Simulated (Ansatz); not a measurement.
System: GeSe, space group Pnma, 8 atoms in the cell.

Space group Pnma (No. 62). a = 10.785 Å, b = 3.819 Å, c = 4.376 Å, α = 90.00°, β = 90.00°, γ = 90.00°
```tsv
atom	site	symmetry	x	y	z
Se	4c	.m.	0.1465	0.7500	0.4976
Ge	4c	.m.	0.3790	0.7500	0.6113
```

Computed with Ansatz 0.2.0: DFT with r2SCAN, PAW plane waves, no spin polarisation, 3×7×6 k mesh, 500 eV cutoff.

What will the band structure look like? The path is Γ–X–S–Y–Γ–Z–U–R–T–Z–X.

The bands leave a gap. The gap along this path is 0.84 eV and indirect, from the valence-band top between Γ and Z to the conduction-band bottom at Γ; the smallest direct gap is 0.98 eV, at Γ. The direct gaps are 1.84 eV at Z, 2.72 eV at Y and 0.98 eV at Γ.

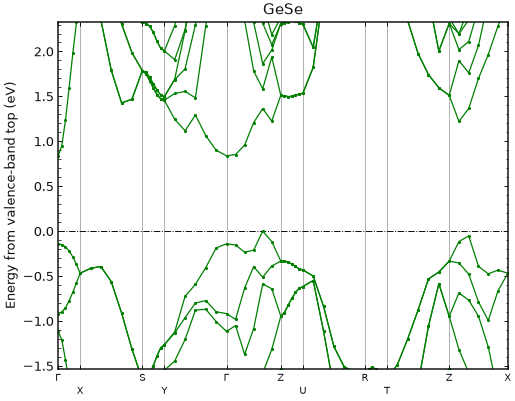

Band structure. Energies are counted from the top of the valence band. The path runs straight from each named point to the next. The path has few k points, so lines between them are rough.
